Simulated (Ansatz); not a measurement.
The coordinates of a crystal:

```cif
data_structure
_symmetry_space_group_name_H-M 'P 1'
_symmetry_Int_Tables_number 1
_cell_length_a 4.4290
_cell_length_b 4.4290
_cell_length_c 16.7275
_cell_angle_alpha 90.000
_cell_angle_beta 90.000
_cell_angle_gamma 90.000
_cell_volume 328.13
loop_
_atom_site_label
_atom_site_type_symbol
_atom_site_fract_x
_atom_site_fract_y
_atom_site_fract_z
_atom_site_occupancy
Na1 Na 0.50000 0.00000 0.25000 1
Na2 Na 0.50000 0.50000 0.00000 1
I1 I 0.00000 0.50000 0.25000 1
I2 I 0.00000 0.00000 0.00000 1
Na3 Na 0.00000 0.50000 0.75000 1
Na4 Na 0.00000 0.00000 0.50000 1
I3 I 0.50000 0.00000 0.75000 1
I4 I 0.50000 0.50000 0.50000 1
```

Q: Interpret the file: composition, symmetry and coordination.

A: The compound is NaI. The structure has I4_1/amd (No. 141) symmetry and a body-centred tetragonal lattice. The cell comprises 4 formula units: 4 Na, 4 I. Around each Na lie four I in a square planar arrangement at 3.13 Å. Each I atom has four Na in a square planar arrangement at 3.13 Å around it. The bonds build NaI layers parallel to (001).

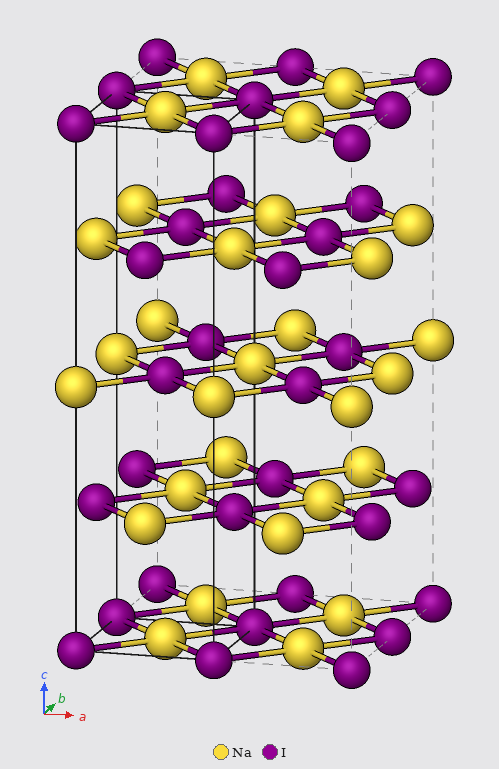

Shown here is a ball-and-stick view of the crystal, taken slightly off an axis. The solid box is one conventional unit cell, and 2×2×1 cells are shown.

It goes back to a structure listed in the Materials Project. Earlier steps of the study may have refined or changed the cell and positions. Ansatz was used for an electronic-structure calculation on it.
